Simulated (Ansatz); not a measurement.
## Energy of ZnSe along a shift of atoms along one path

System: ZnSe (4 atoms in the cell).
Method: DFT PBE, scalar-relativistic, plane waves, PAW, no spin polarisation (Ansatz 0.2.0).

The 6 runs differ only in the geometry, by a shift of atoms along one path in a fixed cell. The shift s is measured from run 4: Zn1 moves along the Cartesian direction (−1.00, 0.00, 0.00), and Zn2 with it in fixed proportion. The structure derives from an entry of the Crystallography Open Database.

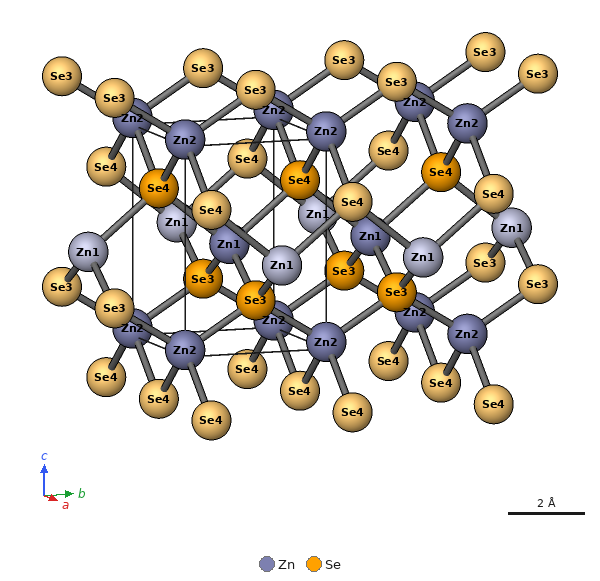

Figure 1. The structure of run 4 (ball-and-stick view of the cell of the calculation, repeated 1 × 2 × 1, seen slightly off an axis; neighbours outside the cell are drawn fainter; atoms are numbered from 1 in the order of the input). An atom can appear more than once, as a periodic image.

## Input of run 4
```yaml
crystal:
  lattice:
    - [0.0, -2.8338, -2.8338]
    - [0.0, 2.8338, -2.8338]
    - [5.6676, 0.0, 0.0]
  atoms:
    - { symbol: Zn, position: [0.5, 0.5, 0.4669172136] }
    - { symbol: Zn, position: [0.0, 0.0, 0.0330827864] }
    - { symbol: Se, position: [0.0, 0.5, 0.25] }
    - { symbol: Se, position: [0.5, 0.0, 0.75] }
basis:
  ecutwfc: 420
kpoints:
  mp_grid: { grid: [8, 8, 6] }
hamiltonian:
  xc: pbe
scf:
  occupations: { method: gaussian, width: 0.05 }
output:
  forces: true
  stress: true
  eigenvalues: true
```

Command:
```bash
ansatz run input.yaml --threads 2 --pin off --max-ram 5120MiB --backend cpu --events-out ev --progress --plain --runs-dir out
```

Lattice vectors (Å) and fractional positions of run 4:
```
   0.000000   -2.833800   -2.833800
   0.000000    2.833800   -2.833800
   5.667600    0.000000    0.000000
Zn  0.500000  0.500000  0.466917
Zn  0.000000  0.000000  0.033083
Se -0.000000  0.500000  0.250000
Se  0.500000 -0.000000  0.750000
```

Run 5 differs from it as follows:
```diff
-    - { symbol: Zn, position: [0.5, 0.5, 0.4669172136] }
-    - { symbol: Zn, position: [0.0, 0.0, 0.0330827864] }
+    - { symbol: Zn, position: [0.5, 0.5, 0.4603006564] }
+    - { symbol: Zn, position: [0.0, 0.0, 0.0396993436] }
```

## Results, with one run withheld

```csv
run,shift s of Zn1 (Å),"free energy per atom, from the lowest run given (meV)",pressure (GPa),gap on the mesh (eV),force along the path (eV/Å)
1,−0.4875,196.63,4.43,0.70,5.501
2,−0.3375,39.82,2.70,1.12,2.823
3,−0.1125,0.00,2.25,1.25,−1.420
4,0.0000,69.53,3.03,1.04,−3.513
5,0.0375,?,?,?,?
6,0.0750,148.07,3.90,0.83,−4.855
```

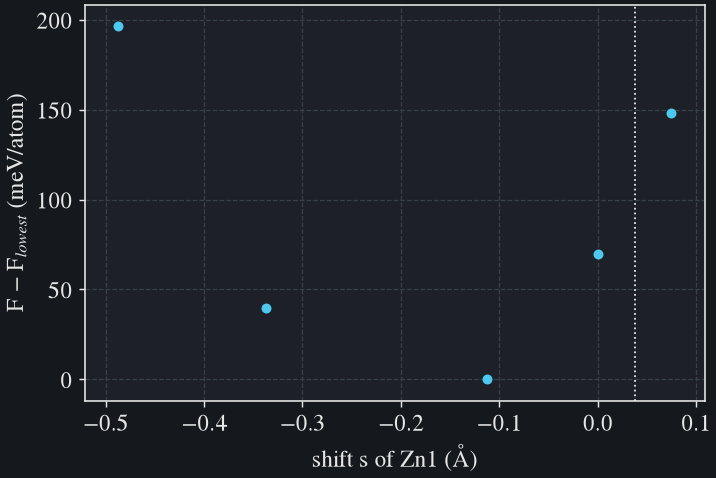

Figure 2. Free energy per atom of the runs given; the dotted line marks run 5.

Fit the runs given and predict run 5.

A cubic polynomial in the coordinate, fitted to the 5 runs given, misses them by at most 0.32 meV per atom. With x = s + 0.1725, it reads F = −12.302 + 69.032 x + 2334.2 x² + 28.932 x³ (meV per atom). At run 5 it gives 105.40 meV per atom, and the run itself gives 105.66. The slope of the fit gives a force −dF/ds of −4.213 eV/Å along the path (summed over the atoms that move), and the printed forces give −4.191 eV/Å. The fit has its minimum at s = −0.1873 Å. The gap on the mesh lies between 0.70 eV (run 1) and 1.25 eV (run 3); run 5 has 0.94 eV. These are gaps of this functional on this mesh, which can miss the band edges; they aren't the measured gap.

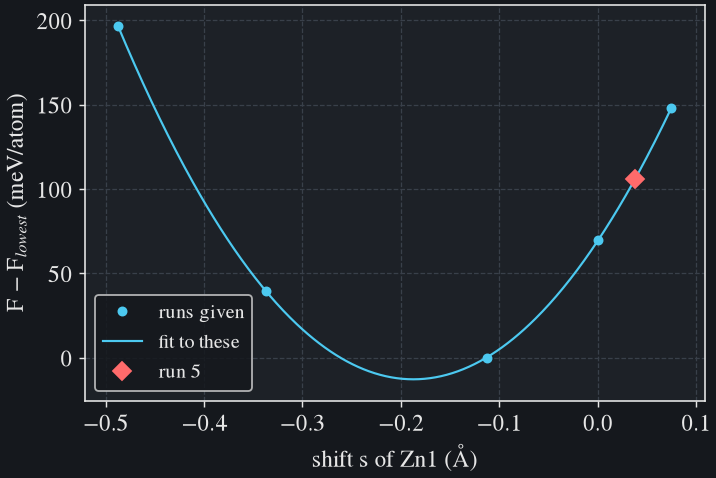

Figure 3. The fit and the withheld run.

## Output, shortened to warnings, some set-up lines, iterations and results (run 5)
```
Basis set: ecut = 420 eV, 1787 PW (Γ), exchange–correlation on 54×54×80 points (8 copies of the dense FFT grid, shifted against one another)
Symmetry: 8 space group operations
k-points: 60 of 384 (time reversal used)
Initial density: superposition of atomic densities (neutral atoms: chi_scale 0, normalization atom), corrected by the library's trained network
[...]
SCF iter   1: F=—  HF=-17578.577487 eV  |F-HF|=—  |Δ(HF+E_count)|=         —  Δρ=8.46e-4  dr2=6.99e-4  ethr=1.77e-3  ⟨swp⟩=5.9  Hψ=8746  notcnv=0
SCF iter   2: F=—  HF=-17578.577520 eV  |F-HF|=—  |Δ(HF+E_count)|=   3.25e-5  Δρ=5.42e-4  dr2=3.18e-4  ethr=1.25e-6  ⟨swp⟩=2.0  Hψ=3899  notcnv=0
SCF iter   3: F=—  HF=-17578.577595 eV  |F-HF|=—  |Δ(HF+E_count)|=   7.48e-5  Δρ=1.82e-4  dr2=4.01e-5  ethr=5.67e-7  ⟨swp⟩=2.0  Hψ=3347  notcnv=0
SCF iter   4: F=—  HF=-17578.577544 eV  |F-HF|=—  |Δ(HF+E_count)|=   5.07e-5  Δρ=9.51e-5  dr2=8.83e-6  ethr=7.16e-8  ⟨swp⟩=2.0  Hψ=3622  notcnv=0
SCF iter   5: F=—  HF=-17578.577545 eV  |F-HF|=—  |Δ(HF+E_count)|=   1.11e-6  Δρ=3.04e-5  dr2=1.26e-6  ethr=1.58e-8  ⟨swp⟩=2.0  Hψ=3622  notcnv=0
SCF iter   6: F=—  HF=-17578.577547 eV  |F-HF|=—  |Δ(HF+E_count)|=   1.85e-6  Δρ=4.04e-5  dr2=8.15e-7  ethr=2.25e-9  ⟨swp⟩=2.0  Hψ=3622  notcnv=0
SCF iter   7: F=-17578.577547 eV  HF=-17578.577547 eV  |F-HF|=2.94e-8  |Δ(HF+E_count)|=   3.11e-7  Δρ=7.22e-6  dr2=7.19e-8  ethr=1.79e-10  ⟨swp⟩=5.9  Hψ=9299  notcnv=0
SCF 1 converged in 7 iterations: F = -17578.577547 eV  dr2 = 7.19e-8
SCF converged after 7 iterations
Free energy (F): -17578.577547 eV
Harris-Foulkes:  -17578.577547 eV  (|F-HF|=2.94e-8)
Internal energy: -17578.577547 eV  (E = F + TS)
E sigma→0 (E₀):  -17578.577547 eV
Fermi energy:    7.422137 eV
--- Per-component energies (eV) ---
  E_band       = -767.305590
  E_kinetic    = 500.795709
  E_local      = -8840.492632  (includes V_loc(G=0)·N_el)
  E_nonlocal   = 36.244537
  E_hartree    = 4096.062288
  E_xc         = -483.310231
  E_vxc        = -300.967707  (∫ρ·V_xc dr)
  E_paw        = -7478.014473  (= ΣΔE_a)
  E_vpaw       = -355.018301  (= ΣTr[D̂ρ^β])
  E_aug_tail   = -0.001976  (compensation charges beyond the density's cutoff)
  E_ewald      = -5409.860767
  E_smearing   = -0.000000  (= −TS)
  E_closure    = 0.000000  (closes the sum)
  Σ components = -17578.577547   (vs F -17578.577547, Δ=0.00e0)
--- Forces (eV/Å), atoms counted from 1 ---
  atom   1  Zn     2.09553674     0.00000000    -0.00000000
  atom   2  Zn    -2.09553674    -0.00000000    -0.00000000
  atom   3  Se     0.00000000    -0.00000000     0.00000000
  atom   4  Se     0.00000000     0.00000000     0.00000000
  max |Σ_I F_I| component: 8.50e-17 eV/Å
--- Stress (GPa, compression-positive) ---
        1.571861       0.000000       0.000000
        0.000000       4.354058       0.000000
        0.000000       0.000000       4.354058
  P = ⅓ Tr σ = 3.4267 GPa (34.267 kbar)
```
